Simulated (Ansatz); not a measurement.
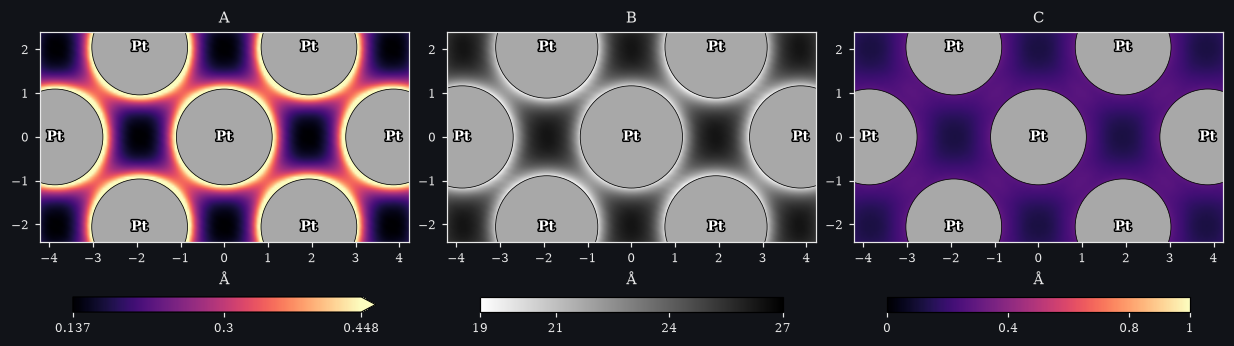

Pt: 3 fields on the (010) plane of the calculation cell, with unlabelled colour scales. Grey discs cover the atomic cores.

Space group I4/mmm; a structure from a database of computed crystals, not necessarily the ambient phase; changed on purpose from its base cell (band edges of the strained film's bulk); computed pressure about 5 GPa in this cell.

Level of theory: DFT PBE, scalar-relativistic, plane waves, PAW in Ansatz.

```
CELL_PARAMETERS angstrom
3.86794 0.00000 0.00097
0.00000 3.86794 0.00000
-1.93346 0.00000 2.05407
ATOMIC_POSITIONS crystal
Pt 0.00000 0.00000 0.00000
Pt 0.50000 0.50000 0.00000
```

**Which field does each panel show? The fields are: electron localisation function, electrostatic potential energy of an electron and valence pseudo-density.**

Panel A: valence pseudo-density. Panel B: electrostatic potential energy of an electron (low next to the atoms, rising into the space between them). Panel C: electron localisation function. From the grid: Pt–Pt (2.82 Å): ρ at the midpoint is about 0.35 e/Å³; the ELF is about 0.25 at the midpoint (no shared electron pair shows on this line).
